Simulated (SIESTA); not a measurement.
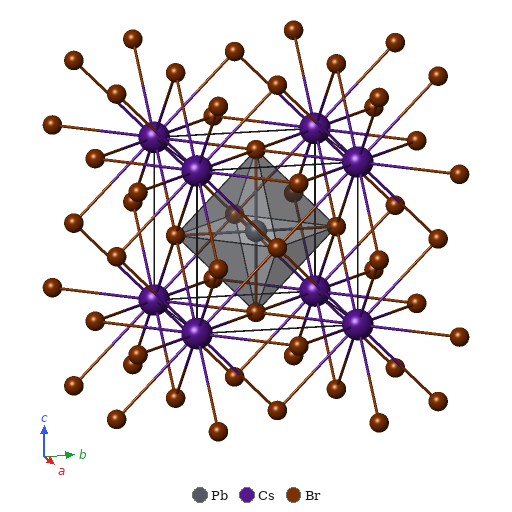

System: CsPbBr₃, space group Pm-3m (No. 221). The picture shows the conventional cell.

Structure:
```yaml
crystal:
  lattice:
    - [5.87000, 0.00000, 0.00000]
    - [0.00000, 5.87000, 0.00000]
    - [0.00000, 0.00000, 5.87000]
  atoms:
    - { symbol: Pb, position: [0.50000, 0.50000, 0.50000] }
    - { symbol: Cs, position: [0.00000, 0.00000, 0.00000] }
    - { symbol: Br, position: [0.50000, 0.50000, 0.00000] }
    - { symbol: Br, position: [0.50000, 0.00000, 0.50000] }
    - { symbol: Br, position: [0.00000, 0.50000, 0.50000] }
```

Computed with SIESTA 5.4.2: DFT in numerical atomic orbitals with pseudopotentials, no spin polarisation; energies at scaled volumes of the given cell, shape and fractions fixed, counted from the fit's minimum, third-order Birch-Murnaghan fit. Level: LDA.

k mesh 4×4×4; occupations Fermi–Dirac; smearing width 0.05 eV; potentials PseudoDojo 0.4 standard, converted to PSML, two zetas on semicore shells; program settings basis DZP, mesh cutoff 500 Ry.

Describe the result: the energy and pressure against volume. The volume takes the values 38.03, 38.83, 39.64, 40.45, 41.26, 42.07, 42.88 Å³/atom.

A third-order Birch–Murnaghan fit gives V0 = 39.18 Å³/atom, B0 = 25.6 GPa and B′ = 4.6. The energy is 2.87 meV/atom at volume 38.03 Å³/atom and 23.68 meV/atom at 42.88 Å³/atom; the lowest computed point is at volume 38.83 Å³/atom (0.23 meV/atom), and no other minimum shows. The pressure falls from 0.83 GPa at volume 38.03 Å³/atom to −1.88 GPa at 42.88 Å³/atom, and changes sign near 39.19 Å³/atom.

```
volume (Å³/atom)  energy (meV/atom)  pressure (GPa)
           38.03               2.87            0.83
           38.83               0.23            0.24
           39.64               0.43           -0.30
           40.45               3.15           -0.76
           41.26               8.06           -1.17
           42.07              14.97           -1.55
           42.88              23.68           -1.88
```

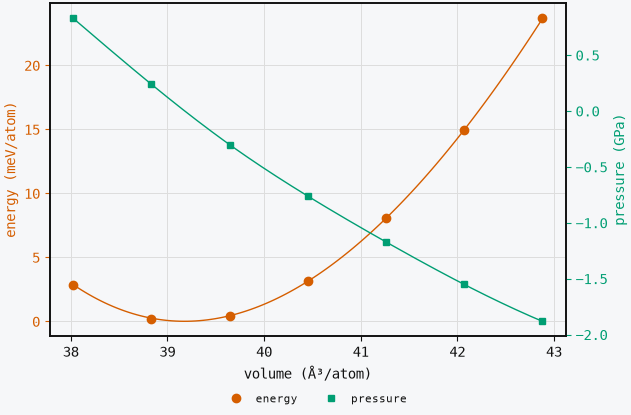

Keep in mind: mulliken charges of long orbitals; spin-orbit coupling left out, heavy elements.
